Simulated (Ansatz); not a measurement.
# Single-point calculation of IrO2 (part 1 of 3)

IrO2 (6 atoms in the cell), computed with DFT PBEsol+U, scalar-relativistic, plane waves, PAW, Ueff = 6 eV on Ir atom 1 d; Ueff = 6 eV on Ir atom 2 d, spin-polarised (Ansatz 0.2.0).

The structure derives from an entry of the Crystallography Open Database. It belongs to a series of runs on one base structure; here: antiferromagnetic start, free. Figures and captions count atoms from 1; the log counts them from 0 in places.

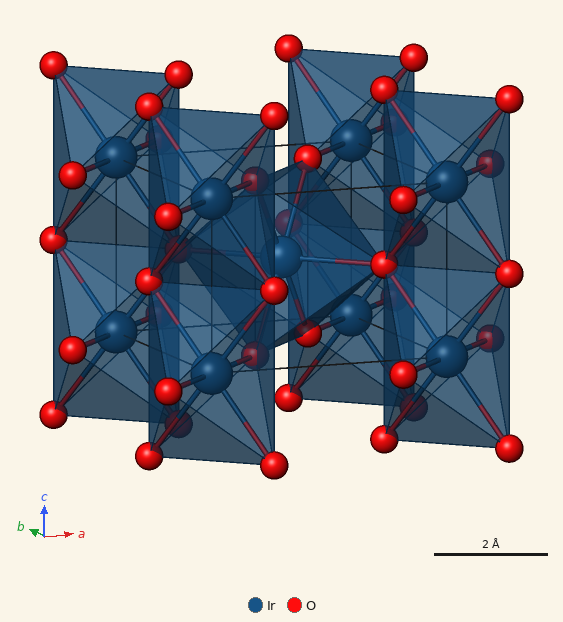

*The structure (polyhedral view of the cell of the calculation, seen slightly off an axis; polyhedra are completed across the faces of the cell).*

### Input file
```yaml
crystal:
  lattice:
    - [4.49900026, 0.0, 0.0]
    - [0.0, 4.49900026, 0.0]
    - [0.0, 0.0, 3.14600018]
  atoms:
    - { symbol: Ir, position: [0.0, 0.0, 0.0], spin: 5.0 }
    - { symbol: Ir, position: [0.5, 0.5, 0.5], spin: -5.0 }
    - { symbol: O, position: [0.311, 0.311, 0.0] }
    - { symbol: O, position: [0.189, 0.811, 0.5] }
    - { symbol: O, position: [0.689, 0.689, 0.0] }
    - { symbol: O, position: [0.811, 0.189, 0.5] }
basis:
  ecutwfc: 420
  ecutrho_ratio: 4
kpoints:
  mp_grid: { grid: [4, 4, 6] }
hamiltonian:
  xc: pbesol
  hubbard:
    sites:
      - { site: 0, l: d, u_eff: 6.0, starting_ns: [{ spin: up, occupation_matrix: s0up }, { spin: down, occupation_matrix: s0down }] }
      - { site: 1, l: d, u_eff: 6.0, starting_ns: [{ spin: up, occupation_matrix: s1up }, { spin: down, occupation_matrix: s1down }] }
    occupation_matrices:
      s0up:
        matrix:
          - [0.97, 0.0, 0.0, 0.0, 0.0]
          - [0.0, 0.97, 0.0, 0.0, 0.0]
          - [0.0, 0.0, 0.97, 0.0, 0.0]
          - [0.0, 0.0, 0.0, 0.97, 0.0]
          - [0.0, 0.0, 0.0, 0.0, 0.97]
      s0down:
        matrix:
          - [0.02, 0.0, 0.0, 0.0, 0.0]
          - [0.0, 0.02, 0.0, 0.0, 0.0]
          - [0.0, 0.0, 0.02, 0.0, 0.0]
          - [0.0, 0.0, 0.0, 0.02, 0.0]
          - [0.0, 0.0, 0.0, 0.0, 0.02]
      s1up:
        matrix:
          - [0.02, 0.0, 0.0, 0.0, 0.0]
          - [0.0, 0.02, 0.0, 0.0, 0.0]
          - [0.0, 0.0, 0.02, 0.0, 0.0]
          - [0.0, 0.0, 0.0, 0.02, 0.0]
          - [0.0, 0.0, 0.0, 0.0, 0.02]
      s1down:
        matrix:
          - [0.97, 0.0, 0.0, 0.0, 0.0]
          - [0.0, 0.97, 0.0, 0.0, 0.0]
          - [0.0, 0.0, 0.97, 0.0, 0.0]
          - [0.0, 0.0, 0.0, 0.97, 0.0]
          - [0.0, 0.0, 0.0, 0.0, 0.97]
    ns_hold: { iters: 8 }
scf:
  occupations: { method: gaussian, width: 0.05 }
  lower_state_search: "off"
  max_iter: 150
output:
  forces: true
  stress: true
  eigenvalues: true
  populations: true
  hubbard: { sites: [{ site: 0, l: d }, { site: 1, l: d }] }
  write_density: true
  write_potential: true
  elf: true
  volumetric_format: npy
magnetization:
  spin_polarized: true
```

Launch command:
```bash
ansatz run input.yaml --threads 4 --pin off --max-ram 6144MiB --backend cpu --events-out ev --progress --plain --runs-dir out
```

### What the program printed
```
Ir: projections on atomic orbitals take those of the free atom [Kr 4d10 4f14] 5s2 5p6 5d7 6s2, of charge +0.00 (hamiltonian.pseudopotentials.projection_atoms); the dataset's partial waves leave at most 8.4e-5 of an orbital's norm unspanned inside its sphere
O: projections on atomic orbitals take those of the free atom [He] 2s2 2p4, of charge +0.00 (hamiltonian.pseudopotentials.projection_atoms); the dataset's partial waves leave at most 1.9e-8 of an orbital's norm unspanned inside its sphere
Engine: ansatz 0.2.0, aarch64-unknown-linux-gnu
Pseudopotentials: kind: paw
Pseudopotential: Ir, paw, valence charge 17, recommended cutoff 420 eV (normal), Ir.paw.azcp
Pseudopotential: O, paw, valence charge 6, recommended cutoff 420 eV (normal), O.paw.azcp
Functional definition: PBEsol
  exchange = pbesol_x
  correlation = pbesol_c
Crystal: 6 atoms, lattice volume = 63.678 Å³
Basis set: ecut = 420 eV, 1243 PW (Γ), exchange–correlation on 64×64×48 points (8 copies of the dense FFT grid, shifted against one another)
Bands: 41, of which v1, the nominal top of the filled ones, is band 29 counted from 1 (28 counted from 0)
Symmetry: 8 space group operations
Space group: Cmmm (ITA 65), of the structure as read, at distance tolerance 4.0e-5 Å
Magnetic group: BNS 136.498 (UNI 1158), of the structure as read, at distance tolerance 4.0e-5 Å
k-points: 28 of 96
Non-local potential: Ir, projectors of the file, l = 0: 3, l = 1: 2, l = 2: 2, l = 3: 1
Non-local potential: O, projectors of the file, l = 0: 2, l = 1: 2, l = 2: 1
PAW form: soft (Blöchl's): semilocal exchange-correlation on the pseudo side does not see the compensation charge
PAW frozen core: Ir, regenerated for the run's functional, and the local potential with it (the file was generated under x = pbe(κ = 0.804, μ = 0.2195149727645171), c = pbe(β = 0.06672455060314922))
PAW frozen core: O, regenerated for the run's functional, and the local potential with it (the file was generated under x = pbe(κ = 0.804, μ = 0.2195149727645171), c = pbe(β = 0.06672455060314922))
PAW one-centre angular grid: Ir, 590 points (default); XC on 64 Gauss nodes
PAW one-centre angular grid: O, 110 points (default); XC on 64 Gauss nodes
Initial density: superposition of atomic densities (chi_scale 0.1, normalization cell, long waves kept (reshape's long-wave potential 0.00 eV rms))
Starting moments: Σ|m| = 10 μB on 2 of 6 sites
Starting magnetic order: altermagnet, d-wave, planar spin-momentum locking; spin-degenerate planes through Γ normal to [0 1 0], [1 0 0] of the run's lattice
Initial wavefunctions: pseudopotential atomic-orbital guess
Functional: x = pbesol(κ = 0.804, μ = 0.12345679012345678), c = pbesol(β = 0.046)
```
